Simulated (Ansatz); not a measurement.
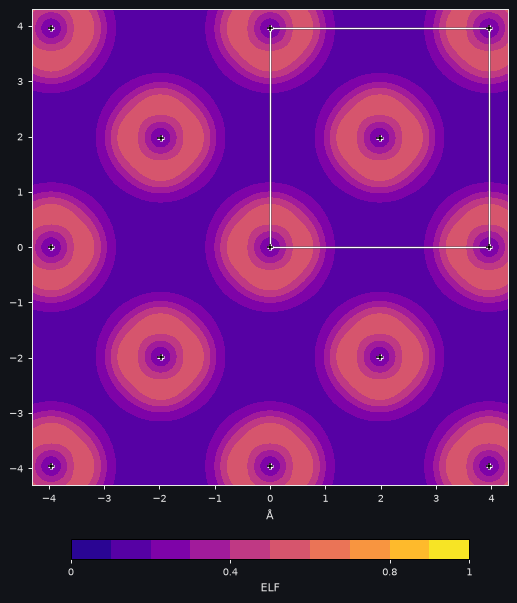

The electron localisation function on a plane through atoms (crosses mark nuclei in the plane).

These are results of DFT, PBE, PAW, plane waves, scalar-relativistic in Ansatz 0.2.0, not measurements.

Candidates:
A. Pt, a = 4.03 Å, b = 4.03 Å, c = 4.03 Å, α = 90.00°, β = 90.00°, γ = 90.00°. Space group Fm-3m; computed pressure about −9 GPa in this cell.
B. Pd, a = 3.96 Å, b = 3.96 Å, c = 3.96 Å, α = 90.00°, β = 90.00°, γ = 90.00°. Space group Fm-3m.
C. HgS, a = 5.85 Å, b = 5.85 Å, c = 5.85 Å, α = 90.00°, β = 90.00°, γ = 90.00°. Space group F-43m; computed pressure about 4 GPa in this cell.

**Which candidate gave the map?**

Candidate B: Pd on the (100) plane of the conventional cell, which holds Pd. Pd–Pd (2.80 Å): the ELF is about 0.20 at the midpoint; no shared electron pair shows on this line.
